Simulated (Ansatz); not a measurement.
**Run report: LiCl, band-structure calculation**

The run: band-structure calculation of LiCl (I-4m2, 2 atoms in the cell). Method and program: DFT, r2SCAN, plane waves, PAW, no spin polarisation (Ansatz 0.2.0).

The structure was built on a prototype by a generator. The geometry comes from this level: r2SCAN (a point of a series of strains). It belongs to a series of runs on one base structure; here: uniaxial_z strain +0.5%. Figures and captions count atoms from 1; the log counts them from 0 in places.

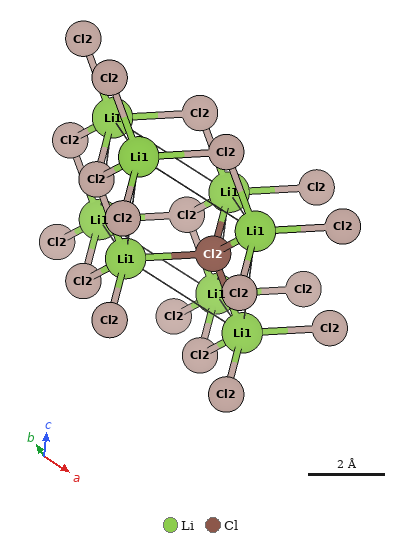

Fig. 1: The structure as given in the input (ball-and-stick view of the reduced cell, seen slightly off an axis; neighbours outside the cell are drawn fainter; atoms are numbered from 1 in the order of the input).

**Input file**
```yaml
crystal:
  lattice:
    - [0.0, 2.7330425368, 2.7467077495]
    - [2.7330425368, 0.0, 2.7467077495]
    - [2.7330425368, 2.7330425368, 0.0]
  atoms:
    - { symbol: Li, position: [0.0, 0.0, 0.0] }
    - { symbol: Cl, position: [0.25, 0.25, 0.25] }
kpoints:
  mp_grid: { grid: [8, 8, 8] }
  band_path:
    path:
      - [0.0, 0.0, 0.0]
      - [-0.5, -0.5, 0.0]
      - [-0.375, -0.375, 0.25]
      - [-0.375, 0.0, 0.375]
      - [0.0, 0.0, 0.5]
      - [-0.5, -0.25, 0.25]
    npoints: 1
hamiltonian:
  xc: r2scan
scf:
  occupations: { method: fixed }
  n_extra_bands: 4
output:
  forces: true
  stress: true
  eigenvalues: true
  write_density: true
  write_potential: true
  elf: true
  volumetric_format: npy
```

Launched with:
```bash
ansatz run input.yaml --threads 2 --pin off --max-ram 2211MiB --backend cpu --events-out ev --progress --plain --runs-dir out
```

**Log**
```
scf.n_extra_bands = 4 over 5 filled bands (N_el = 10.0): the run solves 9 bands
Engine: ansatz 0.2.0, aarch64-unknown-linux-gnu
Pseudopotentials: kind: paw
Pseudopotential: Li, paw, valence charge 3, recommended cutoff 500 eV (meta_gga), Li.paw.azcp
Pseudopotential: Cl, paw, valence charge 7, recommended cutoff 500 eV (meta_gga), Cl.paw.azcp
Functional definition: r2SCAN
  parameter k0 = 0.174
  parameter k1 = 0.065
  parameter a1 = 4.9479
  exchange = r2scan_x(k0 = k0, k1 = k1, a1 = a1)
  correlation = r2scan_c
Crystal: 2 atoms, lattice volume = 41.033 Å³
Basis set: ecut = 500 eV, 1039 PW (Γ), exchange–correlation on 120×120×120 points (64 copies of the dense FFT grid, shifted against one another)
Bands: 9, of which v1, the nominal top of the filled ones, is band 5 counted from 1 (4 counted from 0)
Symmetry: 8 space group operations
Space group: I-4m2 (ITA 119), of the structure as read, at distance tolerance 3.4e-5 Å
k-points: 59 of 512 (time reversal used)
Non-local potential: Li, projectors of the file, l = 0: 3, l = 1: 2, l = 2: 1
Non-local potential: Cl, projectors of the file, l = 0: 2, l = 1: 2, l = 2: 2
PAW form: soft (Blöchl's): semilocal exchange-correlation on the pseudo side does not see the compensation charge
PAW frozen core: Cl, regenerated for the run's functional (the file was generated under x = pbe(κ = 0.804, μ = 0.2195149727645171), c = pbe(β = 0.06672455060314922))
PAW one-centre angular grid: Li, 302 points (default); XC on 327 of its mesh's 2665 points in the sphere
PAW one-centre angular grid: Cl, 302 points (default); XC on 160 Gauss nodes
Initial density: superposition of atomic densities (neutral atoms: chi_scale 0, normalization atom), corrected by the library's trained network
Initial wavefunctions: pseudopotential atomic-orbital guess
Functional: x = r2scan, c = r2scan; τ floored in thin density (d = 2e-4 eV/Å³)
SCF iter   1: F=—  HF=-1292.759701 eV  |F-HF|=—  |Δ(HF+E_count)|=         —  Δρ=4.03e-3  dr2=3.57e-3  dr2_τ=2.40e-3  ethr=1.77e-3  ⟨swp⟩=5.7  Hψ=3473  notcnv=0  defer=105
preconditioner: auto → none  [insulator: Δε(μ)=6.718 eV  Ē_g=14.894 eV  n_scr=8 (ndim 8)  ℏωp=16.4 eV  f_vac=0.037  ε∞_Penn≈2.2]
SCF iter   2: F=—  HF=-1292.781484 eV  |F-HF|=—  |Δ(HF+E_count)|=   2.18e-2  Δρ=1.78e-3  dr2=6.02e-4  dr2_τ=4.10e-5  ethr=3.57e-5  ⟨swp⟩=3.0  Hψ=1546  notcnv=0  defer=108
SCF iter   3: F=—  HF=-1292.781611 eV  |F-HF|=—  |Δ(HF+E_count)|=   1.27e-4  Δρ=4.84e-4  dr2=4.51e-5  dr2_τ=8.64e-6  ethr=6.02e-6  ⟨swp⟩=2.0  Hψ=649  notcnv=0  defer=118
SCF iter   4: F=—  HF=-1292.781617 eV  |F-HF|=—  |Δ(HF+E_count)|=   6.38e-6  Δρ=2.80e-5  dr2=1.68e-7  dr2_τ=1.62e-8  ethr=4.51e-7  ⟨swp⟩=2.0  Hψ=814  notcnv=0  defer=32
iter 5 did not close the SCF: its close was put off for the readings that it lacked (scf_convergence_deferred on its scf_iter line)
SCF iter   5: F=-1292.781618 eV  HF=-1292.781618 eV  |F-HF|=1.10e-8  |Δ(HF+E_count)|=   4.83e-7  Δρ=5.22e-6  dr2=3.78e-9  dr2_τ=6.31e-10  ethr=1.68e-9  ⟨swp⟩=2.1  Hψ=772  notcnv=0  defer=74
SCF iter   6: F=-1292.781618 eV  HF=-1292.781618 eV  |F-HF|=3.26e-10  |Δ(HF+E_count)|=   1.14e-8  Δρ=7.13e-7  dr2=2.35e-10  dr2_τ=1.98e-11  ethr=3.78e-11  ⟨swp⟩=7.0  Hψ=3650  notcnv=0
SCF 1 converged in 6 iterations: F = -1292.781618 eV  dr2 = 2.35e-10
  greatest PAW one-centre occupation: 0.999 electrons in one spin orbital (limit 2), on the Li atom at site 0 (counted from 0), in its partial waves of l = 0
NSCF: frozen V_eff on 6 k-points
SCF converged after 6 iterations
Free energy (F): -1292.781618 eV
Harris-Foulkes:  -1292.781618 eV  (|F-HF|=3.26e-10)
Internal energy: -1292.781618 eV  (E = F + TS)
E sigma→0 (E₀):  -1292.781618 eV
Fermi energy:    -0.655703 eV
--- Per-component energies (eV) ---
  E_band       = -125.960568
  E_kinetic    = 183.481075
  E_local      = -396.451492  (includes V_loc(G=0)·N_el)
  E_nonlocal   = -4.892268
  E_hartree    = 122.920830
  E_xc         = -115.216428
  E_vxc        = -150.697171  (∫ρ·V_xc dr)
  E_paw        = -688.509563  (= ΣΔE_a)
  E_vpaw       = -11.426439  (= ΣTr[D̂ρ^β])
  E_aug_tail   = -0.000056  (compensation charges beyond the density's cutoff)
  E_vtau       = 8.184244  (kinetic-family band-sum trace: ∫τ·v_τ [+ j·A + Jᵃ·Aᵃ] dr)
  E_ewald      = -393.977310
  E_core_change = -0.136407  (= ΣΔE_core)
  E_smearing   = -0.000000  (= −TS)
  E_closure    = 0.000000  (closes the sum)
  Σ components = -1292.781618   (vs F -1292.781618, Δ=0.00e0)
--- Forces (eV/Å), atoms counted from 1 ---
  atom   1  Li     0.00000000    -0.00000000     0.00000000
  atom   2  Cl     0.00000000    -0.00000000    -0.00000000
  max |Σ_I F_I| component: 1.25e-16 eV/Å
--- Stress (GPa, compression-positive) ---
       -0.098364       0.000000       0.000000
        0.000000      -0.098364       0.000000
       -0.000000       0.000000      -0.148274
  P = ⅓ Tr σ = -0.1150 GPa (-1.150 kbar)
--- Band table (eV; the first three rows and the last of 59) ---
  k-point 0: bands = ["-44.6732", "-13.9504", "-0.6651", "-0.6557", "-0.6557", "6.0354", "10.2984", "10.3046", "10.3046"]
  k-point 1: bands = ["-44.6730", "-13.9084", "-1.0276", "-0.7084", "-0.7002", "6.4506", "10.3938", "10.4767", "10.4841"]
  k-point 2: bands = ["-44.6724", "-13.8036", "-1.7947", "-0.8158", "-0.8032", "7.3431", "10.5601", "10.6650", "10.6887"]
  k-point 58: bands = ["-44.6712", "-13.5555", "-2.3308", "-1.4868", "-1.4868", "6.5210", "9.6487", "13.8124", "14.3789"]
```

**File rho_z.tsv**
```
# z_ang	rho[e/angstrom^3]
# format = ansatz-planar-average/11
# lattice	0.000000000	2.733042537	2.746707750
# lattice	2.733042537	0.000000000	2.746707750
# lattice	2.733042537	2.733042537	0.000000000
# sites	2
# site	3	0.000000000	0.000000000	0.000000000
# site	17	1.366521268	1.366521268	1.373353875
0.000000	4.345277e-1
0.128837	4.604031e-1
0.257674	4.529882e-1
0.386511	4.305940e-1
0.515347	4.096829e-1
0.644184	3.964778e-1
0.773021	3.882133e-1
0.901858	3.813062e-1
1.030695	3.761214e-1
1.159532	3.725912e-1
1.288369	3.652857e-1
1.417205	3.463546e-1
1.546042	3.117968e-1
1.674879	2.646428e-1
1.803716	2.133389e-1
1.932553	1.661267e-1
2.061390	1.269922e-1
2.190227	9.645940e-2
2.319063	7.356650e-2
2.447900	5.700871e-2
2.576737	4.565736e-2
2.705574	3.859294e-2
2.834411	3.549181e-2
2.963248	3.645241e-2
3.092085	4.291907e-2
3.220922	6.171967e-2
3.349758	1.046640e-1
3.478595	1.784721e-1
3.607432	2.743319e-1
3.736269	3.683760e-1
```

**File v_z.tsv**
```
# z_ang	v_es[eV]	v_tot[eV]
# format = ansatz-planar-average/11
# xc	r2scan
# density_cutoff_ev	2000
# datasets	Li=:simpson_from_first_knot:soft	Cl=:simpson_from_first_knot:soft:shift=0
# lattice	0.000000000	2.733042537	2.746707750
# lattice	2.733042537	0.000000000	2.746707750
# lattice	2.733042537	2.733042537	0.000000000
# sites	2
# site	3	0.000000000	0.000000000	0.000000000
# site	17	1.366521268	1.366521268	1.373353875
0.000000	1.096522e-1	-8.824733e0
0.128837	-7.666834e-1	-1.024405e1
0.257674	-1.632941e0	-1.153135e1
0.386511	-2.369474e0	-1.263014e1
0.515347	-2.893522e0	-1.335486e1
0.644184	-3.170226e0	-1.371278e1
0.773021	-3.215572e0	-1.390822e1
0.901858	-3.079158e0	-1.385552e1
1.030695	-2.764012e0	-1.346105e1
1.159532	-2.183997e0	-1.270903e1
1.288369	-1.316125e0	-1.154847e1
1.417205	-2.119866e-1	-1.005384e1
1.546042	1.075200e0	-8.284042e0
1.674879	2.449047e0	-6.340345e0
1.803716	3.756926e0	-4.451115e0
1.932553	4.813813e0	-2.794098e0
2.061390	5.496686e0	-1.542899e0
2.190227	5.854198e0	-6.667556e-1
2.319063	6.008348e0	-1.722111e-2
2.447900	6.012691e0	3.600249e-1
2.576737	5.902772e0	6.551013e-1
2.705574	5.700517e0	8.982679e-1
2.834411	5.438570e0	6.620179e-1
2.963248	5.083428e0	4.279511e-2
3.092085	4.557205e0	-6.064782e-1
3.220922	3.887325e0	-1.508018e0
3.349758	3.150038e0	-2.834861e0
3.478595	2.393887e0	-4.384546e0
3.607432	1.641394e0	-5.944573e0
3.736269	9.020389e-1	-7.393913e0
```

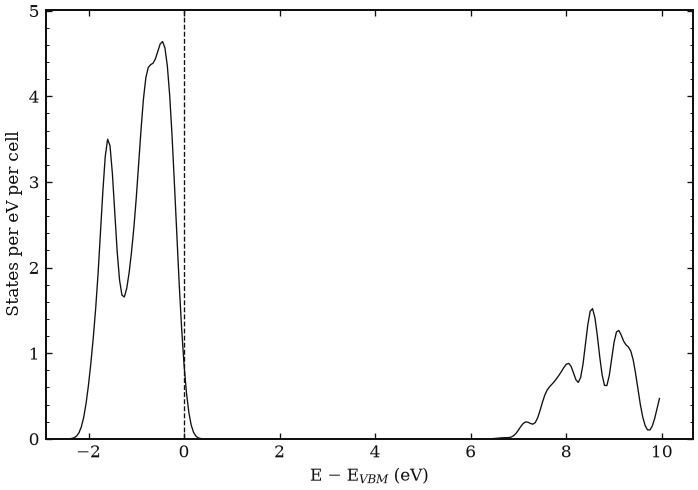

Fig. 2: Density of states (the curve is built from the levels of the k mesh with Gaussians 0.3 eV wide, which also blur the band edges), with energies from the valence-band top. There is a gap of 6.69 eV on the k-point mesh. Small ripples come from the finite k-point mesh.

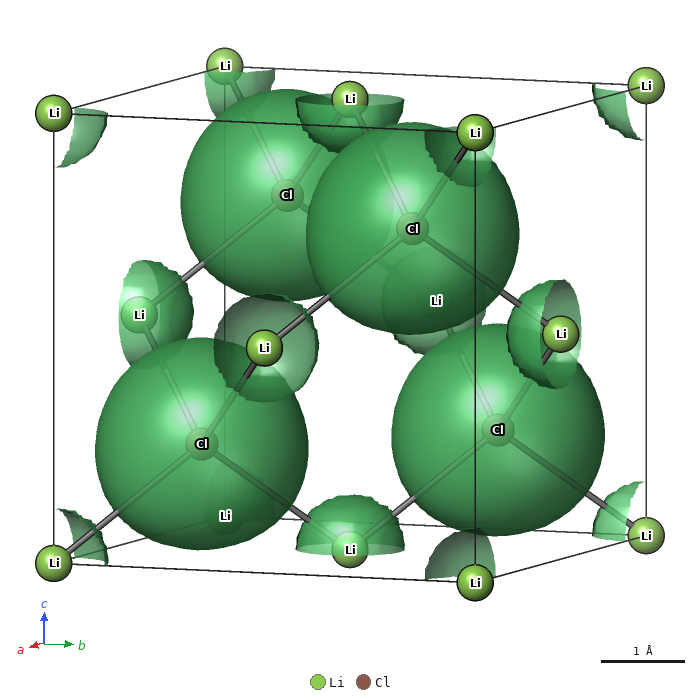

Fig. 3: Isosurface of the valence electron density at 0.2 e/Å³ (green), seen slightly off an axis. Sticks mark near contacts. The outline is the cell set on symmetry axes. At this value the density breaks into separate islands; it holds about 80 % of the electrons treated as valence (semicore included). It is pinched off along the Li–Cl (2.37 Å) contacts. On the grid the lowest density along these lines, outside the cores, is 0.17 e/Å³ (Li–Cl, 2.37 Å). In a PAW calculation such maps are meaningful between the atoms, not at the nuclei.

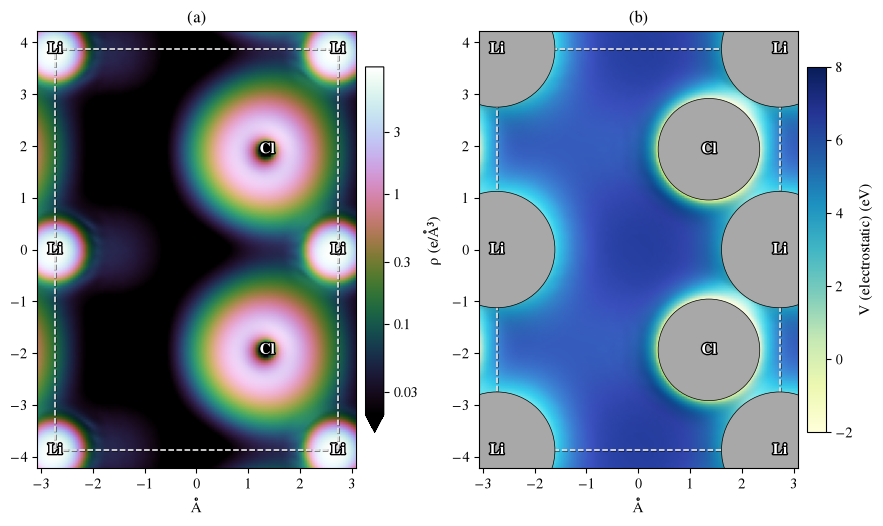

Fig. 4: (a) valence pseudo-density; (b) electrostatic potential (local pseudopotential plus Hartree) felt by an electron on the (11̄0) plane of the conventional cell. Grey discs, where drawn, cover atomic cores. The section cuts through Li and Cl sites. Li–Cl (2.37 Å): ρ is about 0.33 e/Å³ halfway. Away from the nuclei the density in this plane falls to 0.006 e/Å³ at its lowest. Outside the cores the potential energy rises away from the atoms and is highest about 2.4 Å from the nearest atoms; outside the discs it spans about 9 eV, and its zero is arbitrary.

**Key numbers**

```csv
quantity,value
outcome,converged
space group (tolerance 0.01 Å),I-4m2 (119)
electrons treated,10
free energy,−1292.7816 eV
Fermi energy,−0.656 eV
gap on the k-point mesh,6.69 eV
pressure,−0.12 GPa
largest force (length of the vector),under 0.001 eV/Å
hardware,"2 threads of Arm Neoverse N1, 98 GiB of memory available, shared host"
wall time,6.7 s (CPU time 13 s)
peak memory,0.42 GiB
```
